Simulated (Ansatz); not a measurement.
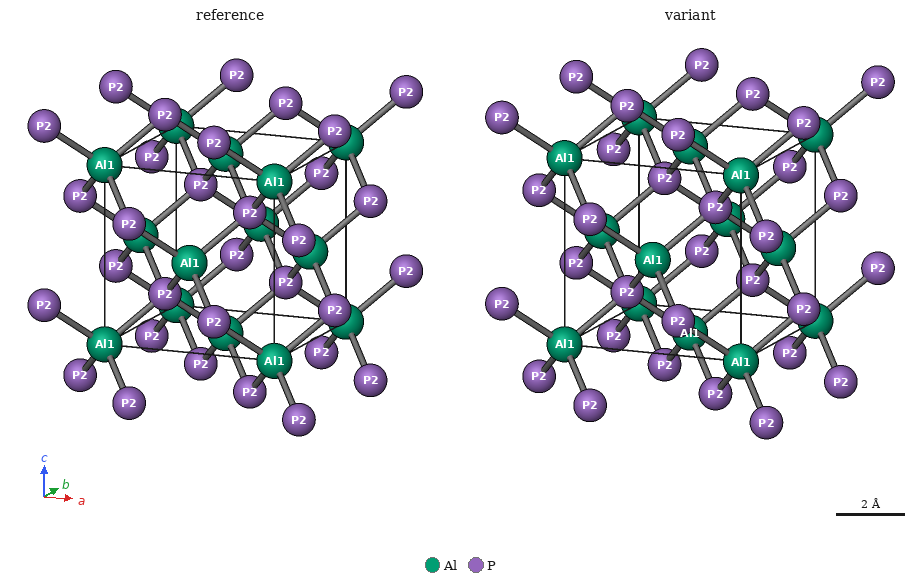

Left: a symmetric starting cell of AlP. Right: the same structure after one change, at the same scale. Style: ball-and-stick. Shown: the conventional cell (4 times the calculation's cell), slightly off an axis. Lengths and directions refer to the drawn axes.

These are results of Ansatz 0.2.0, DFT r2SCAN, scalar-relativistic, plane waves, PAW, not measurements. Settings: plane-wave cutoff 500 eV; k-point mesh 8 × 8 × 8; occupations gaussian; smearing width 0.02 eV; no spin polarisation.

**Which change leads from the left to the right?**

All lengths are scaled by +3.9 % (volume +12.1 %), the atoms keeping their fractional coordinates. No relaxation follows. The starting cell wasn't computed here and needn't be at equilibrium, so pressure and forces aren't due to the change alone.

**And its effect?**

The pressure is −7.3 GPa (not all of it need come from the change, since the unchanged cell can be under pressure at this level too). All forces vanish by symmetry. Near-neighbour distances before and after: Al–P 2.360 → 2.452 Å. The space group stays F-43m (No. 216).
